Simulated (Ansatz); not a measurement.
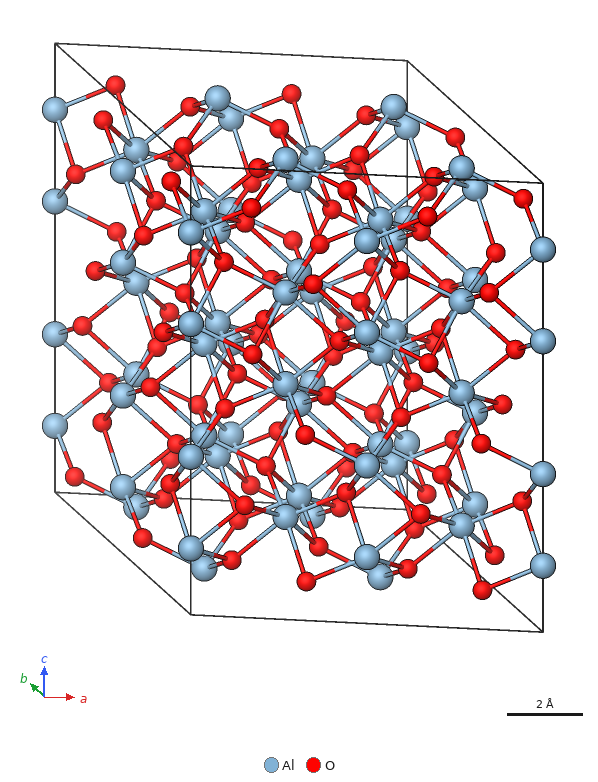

*The structure (ball-and-stick view of the cell of the calculation, seen at an oblique angle).*

Near neighbours in the crystal (not all of them lie inside the picture): Al has 6 O at 1.86 to 1.97 Å; O has 4 Al at 1.86 to 1.97 Å.

Al₄₈O₇₂: single-point calculation (part 1 of 2)

Al₄₈O₇₂ (R-3c, 120 atoms in the cell), computed with DFT, HSE06, PAW, plane waves (Ansatz 0.2.0).

The structure was built on a prototype by a generator.

**The input**
```yaml
crystal:
  lattice:
    - [9.547862, 0.000000, 0.000000]
    - [-4.773931, 8.268691, 0.000000]
    - [0.000000, 0.000000, 13.013576]
  atoms:
    - { symbol: Al, position: [0.333333, 0.166667, 0.185396] }
    - { symbol: Al, position: [0.333333, 0.666667, 0.185396] }
    - { symbol: Al, position: [0.833333, 0.166667, 0.185396] }
    - { symbol: Al, position: [0.833333, 0.666667, 0.185396] }
    - { symbol: Al, position: [0.166667, 0.333333, 0.018729] }
    - { symbol: Al, position: [0.166667, 0.833333, 0.018729] }
    - { symbol: Al, position: [0.666667, 0.333333, 0.018729] }
    - { symbol: Al, position: [0.666667, 0.833333, 0.018729] }
    - { symbol: Al, position: [0.166667, 0.333333, 0.314604] }
    - { symbol: Al, position: [0.166667, 0.833333, 0.314604] }
    - { symbol: Al, position: [0.666667, 0.333333, 0.314604] }
    - { symbol: Al, position: [0.666667, 0.833333, 0.314604] }
    - { symbol: Al, position: [0.166667, 0.333333, 0.518729] }
    - { symbol: Al, position: [0.166667, 0.833333, 0.518729] }
    - { symbol: Al, position: [0.666667, 0.333333, 0.518729] }
    - { symbol: Al, position: [0.666667, 0.833333, 0.518729] }
    - { symbol: Al, position: [0.000000, 0.000000, 0.352062] }
    - { symbol: Al, position: [0.000000, 0.500000, 0.352062] }
    - { symbol: Al, position: [0.500000, 0.000000, 0.352062] }
    - { symbol: Al, position: [0.500000, 0.500000, 0.352062] }
    - { symbol: Al, position: [0.000000, 0.000000, 0.147938] }
    - { symbol: Al, position: [0.000000, 0.500000, 0.147938] }
    - { symbol: Al, position: [0.500000, 0.000000, 0.147938] }
    - { symbol: Al, position: [0.500000, 0.500000, 0.147938] }
    - { symbol: Al, position: [0.000000, 0.000000, 0.647938] }
    - { symbol: Al, position: [0.000000, 0.500000, 0.647938] }
    - { symbol: Al, position: [0.500000, 0.000000, 0.647938] }
    - { symbol: Al, position: [0.500000, 0.500000, 0.647938] }
    - { symbol: Al, position: [0.000000, 0.000000, 0.852062] }
    - { symbol: Al, position: [0.000000, 0.500000, 0.852062] }
    - { symbol: Al, position: [0.500000, 0.000000, 0.852062] }
    - { symbol: Al, position: [0.500000, 0.500000, 0.852062] }
    - { symbol: Al, position: [0.333333, 0.166667, 0.685396] }
    - { symbol: Al, position: [0.333333, 0.666667, 0.685396] }
    - { symbol: Al, position: [0.833333, 0.166667, 0.685396] }
    - { symbol: Al, position: [0.833333, 0.666667, 0.685396] }
    - { symbol: Al, position: [0.333333, 0.166667, 0.481271] }
    - { symbol: Al, position: [0.333333, 0.666667, 0.481271] }
    - { symbol: Al, position: [0.833333, 0.166667, 0.481271] }
    - { symbol: Al, position: [0.833333, 0.666667, 0.481271] }
    - { symbol: Al, position: [0.333333, 0.166667, 0.981271] }
    - { symbol: Al, position: [0.333333, 0.666667, 0.981271] }
    - { symbol: Al, position: [0.833333, 0.166667, 0.981271] }
    - { symbol: Al, position: [0.833333, 0.666667, 0.981271] }
    - { symbol: Al, position: [0.166667, 0.333333, 0.814604] }
    - { symbol: Al, position: [0.166667, 0.833333, 0.814604] }
    - { symbol: Al, position: [0.666667, 0.333333, 0.814604] }
    - { symbol: Al, position: [0.666667, 0.833333, 0.814604] }
    - { symbol: O, position: [0.152927, 0.000000, 0.250000] }
    - { symbol: O, position: [0.152927, 0.500000, 0.250000] }
    - { symbol: O, position: [0.652927, 0.000000, 0.250000] }
    - { symbol: O, position: [0.652927, 0.500000, 0.250000] }
    - { symbol: O, position: [0.333333, 0.013739, 0.083333] }
    - { symbol: O, position: [0.333333, 0.513740, 0.083333] }
    - { symbol: O, position: [0.833333, 0.013739, 0.083333] }
    - { symbol: O, position: [0.833333, 0.513740, 0.083333] }
    - { symbol: O, position: [0.000000, 0.152927, 0.250000] }
    - { symbol: O, position: [0.000000, 0.652927, 0.250000] }
    - { symbol: O, position: [0.500000, 0.152927, 0.250000] }
    - { symbol: O, position: [0.500000, 0.652927, 0.250000] }
    - { symbol: O, position: [0.347073, 0.347073, 0.250000] }
    - { symbol: O, position: [0.347073, 0.847073, 0.250000] }
    - { symbol: O, position: [0.847073, 0.347073, 0.250000] }
    - { symbol: O, position: [0.847073, 0.847073, 0.250000] }
    - { symbol: O, position: [0.180406, 0.166667, 0.083333] }
    - { symbol: O, position: [0.180406, 0.666667, 0.083333] }
    - { symbol: O, position: [0.680406, 0.166667, 0.083333] }
    - { symbol: O, position: [0.680406, 0.666667, 0.083333] }
    - { symbol: O, position: [0.180406, 0.013739, 0.583333] }
    - { symbol: O, position: [0.180406, 0.513740, 0.583333] }
    - { symbol: O, position: [0.680406, 0.013739, 0.583333] }
    - { symbol: O, position: [0.680406, 0.513740, 0.583333] }
    - { symbol: O, position: [0.166667, 0.180406, 0.416667] }
    - { symbol: O, position: [0.166667, 0.680406, 0.416667] }
    - { symbol: O, position: [0.666667, 0.180406, 0.416667] }
    - { symbol: O, position: [0.666667, 0.680406, 0.416667] }
    - { symbol: O, position: [0.013739, 0.333333, 0.416667] }
    - { symbol: O, position: [0.013739, 0.833333, 0.416667] }
    - { symbol: O, position: [0.513740, 0.333333, 0.416667] }
    - { symbol: O, position: [0.513740, 0.833333, 0.416667] }
    - { symbol: O, position: [0.013739, 0.180406, 0.916667] }
    - { symbol: O, position: [0.013739, 0.680406, 0.916667] }
    - { symbol: O, position: [0.513740, 0.180406, 0.916667] }
    - { symbol: O, position: [0.513740, 0.680406, 0.916667] }
    - { symbol: O, position: [0.000000, 0.347073, 0.750000] }
    - { symbol: O, position: [0.000000, 0.847073, 0.750000] }
    - { symbol: O, position: [0.500000, 0.347073, 0.750000] }
    - { symbol: O, position: [0.500000, 0.847073, 0.750000] }
    - { symbol: O, position: [0.486260, 0.319594, 0.083333] }
    - { symbol: O, position: [0.486260, 0.819594, 0.083333] }
    - { symbol: O, position: [0.986260, 0.319594, 0.083333] }
    - { symbol: O, position: [0.986260, 0.819594, 0.083333] }
    - { symbol: O, position: [0.486260, 0.166667, 0.583333] }
    - { symbol: O, position: [0.486260, 0.666667, 0.583333] }
    - { symbol: O, position: [0.986260, 0.166667, 0.583333] }
    - { symbol: O, position: [0.986260, 0.666667, 0.583333] }
    - { symbol: O, position: [0.333333, 0.319594, 0.583333] }
    - { symbol: O, position: [0.333333, 0.819594, 0.583333] }
    - { symbol: O, position: [0.833333, 0.319594, 0.583333] }
    - { symbol: O, position: [0.833333, 0.819594, 0.583333] }
    - { symbol: O, position: [0.319594, 0.486260, 0.416667] }
    - { symbol: O, position: [0.319594, 0.986260, 0.416667] }
    - { symbol: O, position: [0.819594, 0.486260, 0.416667] }
    - { symbol: O, position: [0.819594, 0.986260, 0.416667] }
    - { symbol: O, position: [0.319594, 0.333333, 0.916667] }
    - { symbol: O, position: [0.319594, 0.833333, 0.916667] }
    - { symbol: O, position: [0.819594, 0.333333, 0.916667] }
    - { symbol: O, position: [0.819594, 0.833333, 0.916667] }
    - { symbol: O, position: [0.347073, 0.000000, 0.750000] }
    - { symbol: O, position: [0.347073, 0.500000, 0.750000] }
    - { symbol: O, position: [0.847073, 0.000000, 0.750000] }
    - { symbol: O, position: [0.847073, 0.500000, 0.750000] }
    - { symbol: O, position: [0.152927, 0.152927, 0.750000] }
    - { symbol: O, position: [0.152927, 0.652927, 0.750000] }
    - { symbol: O, position: [0.652927, 0.152927, 0.750000] }
    - { symbol: O, position: [0.652927, 0.652927, 0.750000] }
    - { symbol: O, position: [0.166667, 0.486260, 0.916667] }
    - { symbol: O, position: [0.166667, 0.986260, 0.916667] }
    - { symbol: O, position: [0.666667, 0.486260, 0.916667] }
    - { symbol: O, position: [0.666667, 0.986260, 0.916667] }
kpoints:
  mp_grid: { grid: [1, 1, 1] }
hamiltonian:
  xc: hse06
scf:
  occupations: { method: fermi_dirac, width: 0.01 }
output:
  forces: true
  eigenvalues: true
  populations: true
  eigenstates: { kpoints: [[0, 0, 0]], e_range: [-6.0, 6.0], localisation: true }
```

Machine: 7 CPU threads, shared host.

**Log**
```
Pseudopotentials: kind: paw
Functional definition: HSE06
  parameter a = 0.25
  parameter omega = 0.11/bohr
  exchange = pbe_x - a*pbe_x_sr(omega) + a*exact_x_sr(omega)
  correlation = pbe_c
Crystal: 120 atoms, lattice volume = 1027.400 Å³
Basis set: ecut = 420 eV, 20023 PW (Γ), exchange–correlation on 128×128×180 points (8 copies of the dense FFT grid, shifted against one another)
Bands: 408, of which v1, the nominal top of the filled ones, is band 288 counted from 1 (287 counted from 0)
Symmetry: 144 space group operations
Space group: R-3c (ITA 167), of the structure as read, at distance tolerance 1.0e-4 Å
k-points: 1
Non-local potential: Al, projectors of the file, l = 0: 2, l = 1: 2, l = 2: 1
Non-local potential: O, projectors of the file, l = 0: 2, l = 1: 2, l = 2: 1
PAW form: soft (Blöchl's): semilocal exchange-correlation on the pseudo side does not see the compensation charge
PAW frozen core: Al, regenerated for the run's functional, and the local potential with it (the file was generated under x = pbe(κ = 0.804, μ = 0.2195149727645171), c = pbe(β = 0.06672455060314922))
PAW frozen core: O, regenerated for the run's functional, and the local potential with it (the file was generated under x = pbe(κ = 0.804, μ = 0.2195149727645171), c = pbe(β = 0.06672455060314922))
PAW one-centre angular grid: Al, 110 points (default); XC on 64 Gauss nodes
PAW one-centre angular grid: O, 110 points (default); XC on 96 Gauss nodes
Initial density: superposition of atomic densities (neutral atoms: chi_scale 0, normalization atom), corrected by the library's trained network
Initial wavefunctions: pseudopotential atomic-orbital guess
Functional: x = pbe(κ = 0.804, μ = 0.2195149727645171), c = pbe(β = 0.06672455060314922), warm-up for x = pbe(κ = 0.804, μ = 0.2195149727645171) + 0.25 (exact − pbe) at short range (hse, ω = 0.20786987370883472 Å⁻¹), c = pbe(β = 0.06672455060314922); HSE06 as pw.x's `hse` composes it (authors' and Libxc's form: `xc: wpbeh`)
SCF iter   1: F=—  HF=-66834.431419 eV  |F-HF|=—  |Δ(HF+E_count)|=         —  Δρ=1.56e-3  dr2=1.01e-2  ethr=1.77e-3  ⟨swp⟩=18.0  Hψ=2349  notcnv=0
preconditioner: auto → none  [insulator: Δε(μ)=6.137 eV  Ē_g=17.516 eV  σ=0.010 eV  W_gap=1.00  n_scr=262 (ndim 8)  ℏωp=27.8 eV  f_vac=0.000  D(μ)=0.00/eV (n_scr^D=0)]
SCF iter   2: F=-66834.481057 eV  HF=-66834.474283 eV  |F-HF|=6.77e-3  |Δ(HF+E_count)|=   4.29e-2  Δρ=7.90e-4  dr2=1.56e-3  ethr=1.76e-6  ⟨swp⟩=20.0  Hψ=1903  notcnv=10
SCF 1 stopped early in 2 iterations: F = -66834.481057 eV  dr2 = 1.56e-3
  greatest PAW one-centre occupation: 0.858 electrons in one spin orbital (limit 2), on the O atom at site 119 (counted from 0), in its partial waves of l = 0
Initial density: handed on by an earlier stage of this run
Initial wavefunctions: those handed on with the density
Functional: x = pbe(κ = 0.804, μ = 0.2195149727645171) + 0.25 (exact − pbe) at short range (hse, ω = 0.20786987370883472 Å⁻¹), c = pbe(β = 0.06672455060314922); HSE06 as pw.x's `hse` composes it (authors' and Libxc's form: `xc: wpbeh`)
Exchange kernel: α = 0.2500, screened, ω = 0.2079 Å⁻¹, Wigner–Seitz truncation, v(0) = 896.8962 eV·Å³, q-mesh 1×1×1, nearest image of the exchange supercell L = 9.55 Å, pair-density grid 48×48×72, without the augmentation charges, whose exchange is taken in its separable form (sized by the pseudopotential files, 60×60×90 at the most)
Frozen-core exchange: fock
SCF iter   1: F=—  HF=-66851.409842 eV  |F-HF|=—  |Δ(HF+E_count)|=         —  Δρ=7.56e-3  dr2=2.93e-1  ethr=2.71e-6  ⟨swp⟩=9.0  Hψ=2060  notcnv=0
preconditioner: auto → none  [insulator: Δε(μ)=7.972 eV  Ē_g=20.067 eV  σ=0.010 eV  W_gap=1.00  n_scr=262 (ndim 8)  ℏωp=27.8 eV  f_vac=0.000  D(μ)=0.00/eV (n_scr^D=0)]
SCF iter   2: F=—  HF=-66851.298798 eV  |F-HF|=—  |Δ(HF+E_count)|=   1.11e-1  Δρ=3.85e-3  dr2=6.44e-2  ethr=2.71e-6  ⟨swp⟩=4.0  Hψ=1330  notcnv=0
SCF iter   3: F=—  HF=-66851.450982 eV  |F-HF|=—  |Δ(HF+E_count)|=   1.52e-1  Δρ=1.37e-3  dr2=1.99e-2  ethr=2.71e-6  ⟨swp⟩=5.0  Hψ=1276  notcnv=0
SCF iter   4: F=—  HF=-66851.445606 eV  |F-HF|=—  |Δ(HF+E_count)|=   5.38e-3  Δρ=5.89e-4  dr2=3.30e-3  ethr=2.71e-6  ⟨swp⟩=4.0  Hψ=1202  notcnv=0
iter 5 solved again at ethr=1.31e-8 eV; its pass at ethr=4.70e-7 eV (dr2=7.57e-5 eV) is discarded
SCF iter   5: F=—  HF=-66851.444640 eV  |F-HF|=—  |Δ(HF+E_count)|=   9.66e-4  Δρ=1.02e-4  dr2=1.94e-4  ethr=1.31e-8  ⟨swp⟩=4.0  Hψ=1661  notcnv=0
eigensolver tolerance schedule: the retry pair's looser diagonalisation over-reported the residual by 0.12 of it (diagonalisation noise at 0.13 of the residual, at the tolerance the schedule requests for it); recorded, not acted on — ethr = c·dr2/N_el stays at c = 1.0e-1
SCF iter   6: F=—  HF=-66851.445891 eV  |F-HF|=—  |Δ(HF+E_count)|=   1.25e-3  Δρ=9.09e-5  dr2=7.86e-5  ethr=1.17e-8  ⟨swp⟩=5.0  Hψ=1254  notcnv=0
SCF iter   7: F=-66851.445839 eV  HF=-66851.445868 eV  |F-HF|=2.91e-5  |Δ(HF+E_count)|=   2.29e-5  Δρ=9.08e-6  dr2=3.54e-6  ethr=1.17e-8  ⟨swp⟩=3.0  Hψ=891  notcnv=0
SCF 2 stopped early in 7 iterations: F = -66851.445839 eV  dr2 = 3.54e-6
  Residual-converged pass: ⟨swp⟩=4.0  Hψ=988  notcnv=0  max |occ|·‖R‖ = 6.5e-6 eV (tolerance 6.7e-6 eV)  dr2=3.39e-6  dr2_onsite=5.89e-8  max |Δocc| = 0.0e0
  greatest PAW one-centre occupation: 0.862 electrons in one spin orbital (limit 2), on the O atom at site 119 (counted from 0), in its partial waves of l = 0
hybrid outer 1: dexx = +1.880e-1 eV, tail = 1.86e-4 eV
SCF iter   1: F=—  HF=-66851.445360 eV  |F-HF|=—  |Δ(HF+E_count)|=         —  Δρ=4.17e-5  dr2=1.12e-5  ethr=1.62e-7  ⟨swp⟩=11.0  Hψ=1216  notcnv=0
preconditioner: auto → none  [insulator: Δε(μ)=7.998 eV  Ē_g=20.062 eV  σ=0.010 eV  W_gap=1.00  n_scr=262 (ndim 8)  ℏωp=27.8 eV  f_vac=0.000  D(μ)=0.00/eV (n_scr^D=0)]
SCF iter   2: F=—  HF=-66851.445359 eV  |F-HF|=—  |Δ(HF+E_count)|=   1.49e-6  Δρ=1.08e-5  dr2=4.03e-7  ethr=1.63e-9  ⟨swp⟩=4.0  Hψ=950  notcnv=0
SCF iter   3: F=-66851.445360 eV  HF=-66851.445360 eV  |F-HF|=2.71e-8  |Δ(HF+E_count)|=   1.50e-6  Δρ=2.67e-6  dr2=3.54e-8  ethr=4.21e-11  ⟨swp⟩=10.0  Hψ=1332  notcnv=0
SCF 3 converged in 3 iterations: F = -66851.445360 eV  dr2 = 3.54e-8
  Residual-converged pass: ⟨swp⟩=2.0  Hψ=696  notcnv=0  max |occ|·‖R‖ = 2.6e-6 eV (tolerance 3.4e-6 eV)  dr2=3.59e-8  dr2_onsite=3.38e-9  max |Δocc| = 0.0e0
```

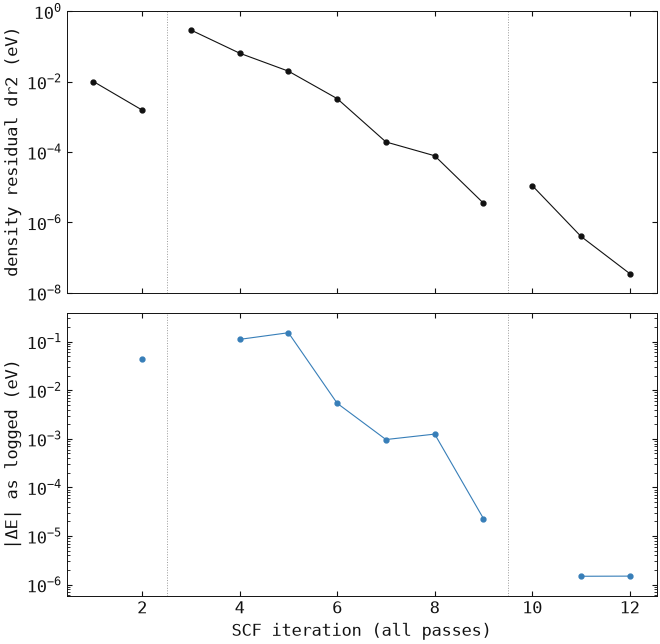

*Convergence of the self-consistent field: density residual dr2 and size of the energy change against the SCF iteration. The run starts with a semilocal functional; after that each stretch between dotted lines is one SCF of the hybrid functional between two exact rebuilds of the exchange operator by the outer loop. Early passes are stopped at a loose threshold.*

The passes take 2, 7 and 3 iterations.

```
hybrid outer 2: dexx = +1.608e-6 eV, tail = 1.08e-7 eV, Δε = 6.59e-4 eV (about 1.61e-5 eV left of the loop's levels), ΔF = 5.16e-4 eV/Å (tail 1.54e-4)
NSCF: frozen V_eff on 1 k-points
hybrid SCF converged: 2 outer / 10 inner (+2 warm-up), last move |dexx| = 1.61e-6 eV, tail = 1.08e-7 eV
Stability not checked: this state was not tested for a lower state beside it, because the functional holds exact exchange (a hybrid, or Hartree-Fock), whose exchange loop this test does not read (fock_operator; see scf.lower_state_search)
Free energy (F): -66851.445361 eV
Harris-Foulkes:  -66851.445361 eV  (|F-HF|=2.71e-8)
Internal energy: -66851.445361 eV  (E = F + TS)
E sigma→0 (E₀):  -66851.445361 eV
Fermi energy:    10.380250 eV
```
